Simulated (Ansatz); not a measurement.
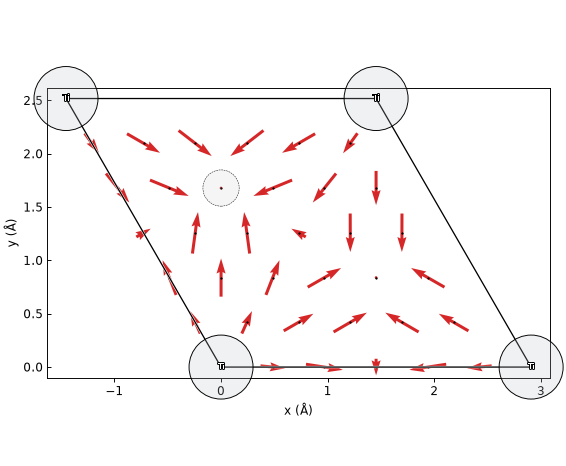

Si on a Ti(111) slab cut from the Fm-3m phase, its upper half relaxed before the scan (12 atoms of substrate and one adsorbate in a 2 × 2 cell). Si is moved over the surface cell; relaxed at each place: the height of the adsorbate's atoms; substrate rigid; the origin of the map has the adsorbate above Ti9. Places are given modulo a cell vector. The map is drawn in real space over the plane of the surface. Grid: 6 × 6 points; 10 points were computed and 26 follow by symmetry. Places are given in fractions of the 1 × 1 surface cell. Theory: DFT PBE, scalar-relativistic, plane waves, PAW in Ansatz 0.2.0. Settings: cutoff 420 eV, k-mesh 6×6×1, gaussian smearing 0.1 eV, no spin polarisation.

The picture shows dots at the grid points, arrows along the force (downhill), their lengths compressed, labelled circles for the atoms of the top layer and small ones for the second layer, the outline of one cell of the plane.

Question: The arrows alone are given. Where are the wells?

Answer: The arrows converge at a threefold hollow over a second-layer Ti atom, (2/6, 4/6) of the cell vectors; a threefold hollow over a third-layer Ti atom, (4/6, 2/6) of the cell vectors (0.14 eV up) (read from the interpolated surface).

The energy map of the same scan:

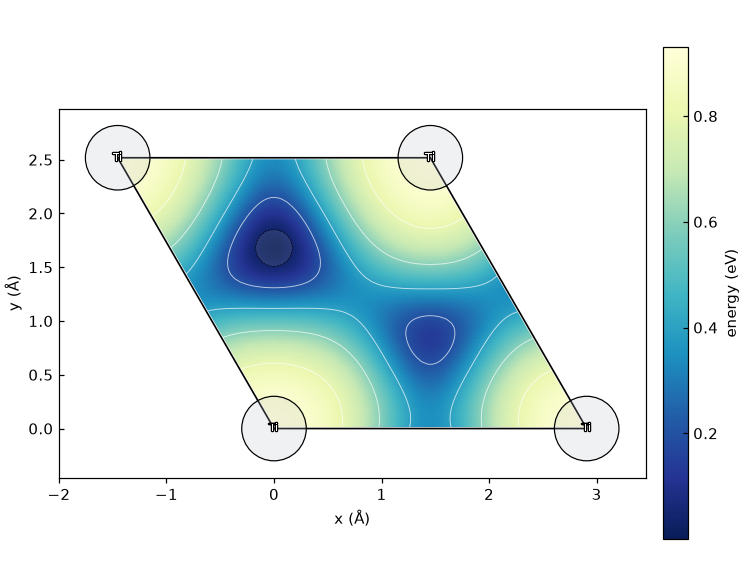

Energies are in eV, from the lowest grid point; between grid points the surface is interpolated.

PAW datasets: the set soft_1.
